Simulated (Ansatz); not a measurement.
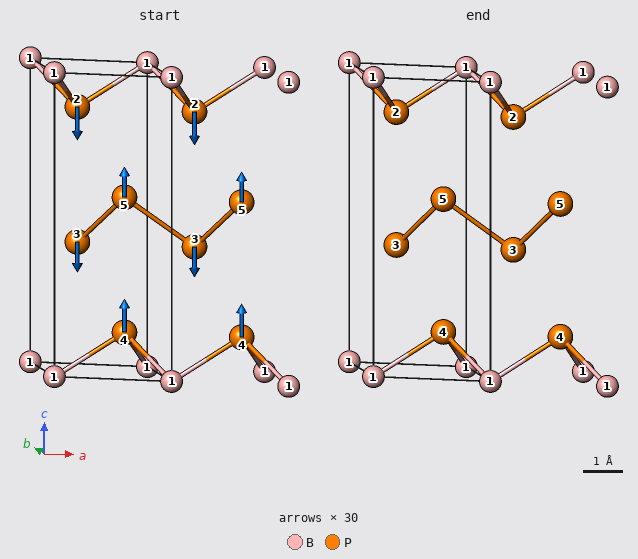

The structure of crystalline BP₄ (a generated structure, set up in P-3m1) before (left) and after (right) a relaxation, at one scale. The blue arrows give the displacements (the part carried along by the change of the cell is left out), magnified 30 times.

Style: ball-and-stick. Shown: the cell of the calculation, repeated 2 × 1 × 1 with one cell outlined, slightly off an axis.

The calculation used DFT PBE, scalar-relativistic, plane waves, PAW (Ansatz 0.2.0).

Input file:
```yaml
crystal:
  lattice:
    - [3.1930202828, 0.0, 0.0]
    - [-1.5965101414, 2.7652366797, 0.0]
    - [0.0, 0.0, 7.9082494997]
  atoms:
    - { symbol: B, position: [0.0, 0.0, 0.0] }
    - { symbol: P, position: [0.3333333333, 0.6666666667, 0.8601254382] }
    - { symbol: P, position: [0.3333333333, 0.6666666667, 0.4158571638] }
    - { symbol: P, position: [0.6666666667, 0.3333333333, 0.1398745618] }
    - { symbol: P, position: [0.6666666667, 0.3333333333, 0.5841428362] }
basis:
  ecutwfc: 420
kpoints:
  mp_grid: { grid: [12, 12, 6] }
hamiltonian:
  xc: pbe
scf:
  occupations: { method: gaussian, width: 0.1 }
output:
  forces: true
  stress: true
  eigenvalues: true
relax:
  adjacent_minimum: "off"
  f_tol: 0.01
  max_steps: 80
  cell: { stress_tol: 0.05 }
```

Command:
```bash
ansatz run input.yaml --threads 1 --pin off --max-ram 2560MiB --backend cpu --events-out ev --progress --plain --runs-dir out
```

What changed between the two?

Answer. Over 5 accepted moves (8 points after the start) the energy falls by 1.5 meV per atom. The largest force component goes from 0.19 to 0.00044 eV/Å. Pressure: 0.13 GPa at the start and 0.00 GPa at the end. The line search rejected the trial step at point 4 of the run. The SCF was repeated twice at an unchanged geometry on a basis and grid sized afresh for the cell, which shifted the energy by 0.1 meV per atom at most. The largest moves relative to the cell, 0.029 Å, are those of P2 and P4. P2 goes along −c. B stays in place. Cell: a = b 3.193 → 3.190 Å (−0.1 %), c 7.908 → 7.783 Å (−1.6 %). Volume −1.8 %. Some distances before and after: P3–P5 2.274 → 2.291 Å, B1–P2 2.150 → 2.154 Å. The space group stays P-3m1 (No. 164). Cost: 63 s on 1 thread of Arm Neoverse V2 (shared host), peak memory 0.39 GiB.
